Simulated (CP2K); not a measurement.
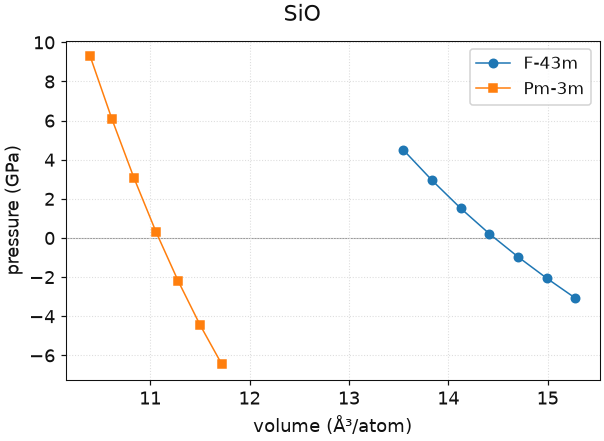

The plot gives the computed pressure against volume, with one curve for each structure, for SiO.

Calculation (CP2K 2026.2): DFT in Gaussian orbitals with a plane-wave density, no spin polarisation; energies at scaled volumes of the given cell, shape and fractions fixed, counted from the fit's minimum, third-order Birch-Murnaghan fit. Level: PBE.

k mesh 9×9×9; occupations Fermi–Dirac; smearing width 0.05 eV; potentials GTH PBE with UZH TZVP basis; density cutoff 8163 eV.

Order the curves by fitted equilibrium volume, smallest first.

Pm-3m 11.085, F-43m 14.464 Å³/atom.

Order the curves by fitted bulk modulus, smallest first.

F-43m 61.4, Pm-3m 129.0 GPa.

The computed values:

F-43m:
```
volume (Å³/atom)  pressure (GPa)
           13.55            4.49
           13.84            2.94
           14.13            1.51
           14.41            0.21
           14.70           -0.97
           14.99           -2.06
           15.28           -3.08
```

Pm-3m:
```
volume (Å³/atom)  pressure (GPa)
           10.39            9.30
           10.62            6.06
           10.84            3.06
           11.06            0.31
           11.28           -2.18
           11.50           -4.44
           11.72           -6.47
```
